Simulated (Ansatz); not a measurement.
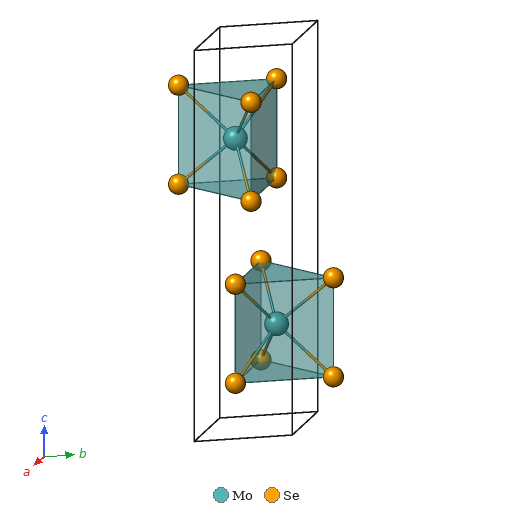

System: MoSe₂, space group P6_3/mmc (No. 194) (cell built by us, not taken from a database). The picture shows the cell.

Input file:
```
crystal:
  lattice:
    - [3.3053967699, 0.0, 0.0]
    - [-1.652698385, 2.8625575724, 0.0]
    - [0.0, 0.0, 13.087830961]
  atoms:
    - { symbol: Mo, position: [0.3333333333, 0.6666666667, 0.25] }
    - { symbol: Mo, position: [0.6666666667, 0.3333333333, 0.75] }
    - { symbol: Se, position: [0.6666666667, 0.3333333333, 0.3766314215] }
    - { symbol: Se, position: [0.6666666667, 0.3333333333, 0.1233685785] }
    - { symbol: Se, position: [0.3333333333, 0.6666666667, 0.8766314215] }
    - { symbol: Se, position: [0.3333333333, 0.6666666667, 0.6233685785] }
kpoints:
  mp_grid: { grid: [9, 9, 2] }
hamiltonian:
  xc: r2scan
scf:
  occupations: { method: fixed }
dielectric: {}
```

Launched with:
```bash
ansatz run input.yaml --threads 8 --pin off --max-ram 12902MiB --backend cpu --events-out ev --progress --plain --runs-dir out
```

Computed with Ansatz 0.2.0: Born effective charges by linear response at the zone centre, in units of the proton charge, Cartesian axes of the given cell; DFT, r2SCAN, plane waves, PAW. Level: r2SCAN, no spin polarisation.

- periodic directions: 3
- potentials: PAW
- wave cutoff: 500 eV
- k mesh: 9×9×2

Predict the mean Born effective charge of each atom. The cases: Mo 1; Mo 2; Se 1; Se 2; Se 3; Se 4.

Mo 1 and Mo 2 share the largest size, 1.34 e, and the charges add up to 0.00 e. Mo 1 and Mo 2 are equally anisotropic; for Mo 1: its diagonal components run from −1.62 to −0.79 e. The Born charge xx, in e, is −1.617 for Mo 1, −1.617 for Mo 2, 0.809 for Se 1, 0.809 for Se 2, 0.809 for Se 3 and 0.809 for Se 4. The Born charge zz, in e, is −0.789 for Mo 1, −0.789 for Mo 2, 0.394 for Se 1, 0.394 for Se 2, 0.394 for Se 3 and 0.394 for Se 4.

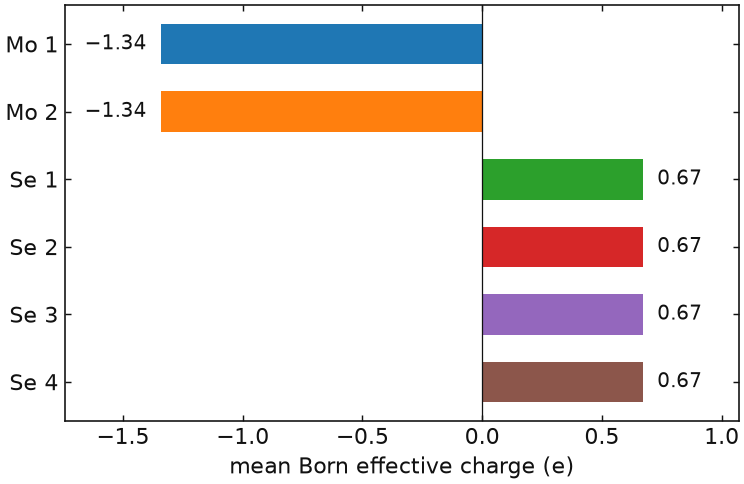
